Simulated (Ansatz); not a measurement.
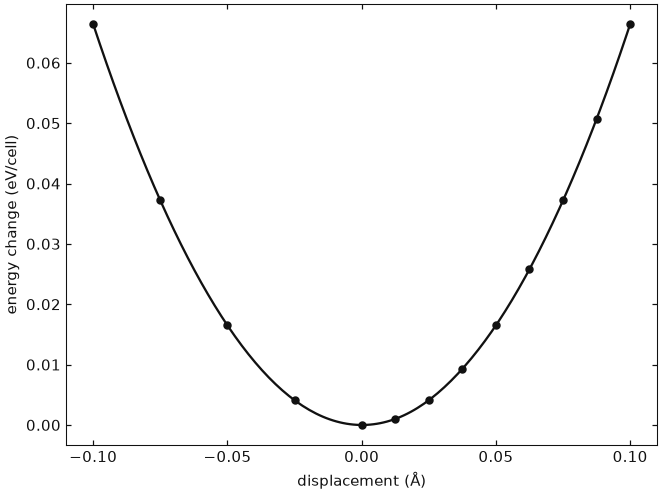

The plot gives the computed energy change against displacement for SnSe, space group P4/nmm (No. 129).

The given structure:
```xyz
4
Lattice="4.2853 0.0000 0.0000 0.0000 4.2853 0.0000 0.0000 0.0000 10.9907" Properties=species:S:1:pos:R:3 pbc="T T T"
Sn    2.1427    0.0000    4.0911
Sn    0.0000    2.1427    6.8996
Se    2.1427    0.0000    6.7707
Se    0.0000    2.1427    4.2200
```

How it was computed, with Ansatz 0.2.0: all atoms of one element of a crystal moved along a line, all else fixed, by plane-wave density functional theory with PAW datasets, free energies less that of the undisturbed cell, pressure positive in compression; scalar-relativistic. Level: LDA, no spin polarisation.

wave cutoff 420 eV; k mesh 6×6×4; occupations Gaussian; smearing width 0.05 eV; k shift (0, 0, 0) (mesh steps); start as given; moved element Se; direction (0, 0, −1) (Cartesian unit vector).

The points at displacement −0.075, −0.025, 0.05 and 0.1 follow from computed ones by symmetry.

From this curve and the settings, what does the calculation give for the force along the direction (sum over moved atoms), pressure and gap on the k mesh at the same points?

The force along the direction (sum over moved atoms) falls from 1.34 eV/Å at displacement −0.1000 Å to −1.34 eV/Å at 0.1000 Å, and changes sign near 0.000 Å. The pressure goes from −1.310 GPa at displacement −0.1000 Å to −1.310 GPa at 0.1000 Å, not monotonically, with a low of −1.406 GPa at 0.0000 Å. The gap on the k mesh stays open and runs from 1.361 eV at displacement −0.1000 Å to 1.361 eV at 0.1000 Å, with its largest value, 1.466 eV, at 0.0000 Å.

```csv
displacement (Å),force along the direction (sum over moved atoms) (eV/Å),pressure (GPa),gap on the k mesh (eV)
-0.1000,1.34,-1.310,1.361
-0.0750,1.00,-1.352,1.424
-0.0500,0.66,-1.382,1.447
-0.0250,0.33,-1.400,1.461
0.0000,0.00,-1.406,1.466
0.0125,-0.16,-1.404,1.465
0.0250,-0.33,-1.400,1.461
0.0375,-0.49,-1.393,1.456
0.0500,-0.66,-1.382,1.447
0.0625,-0.83,-1.369,1.437
0.0750,-1.00,-1.352,1.424
0.0875,-1.17,-1.333,1.402
0.1000,-1.34,-1.310,1.361
```

Keep in mind: reference crystal is not relaxed.
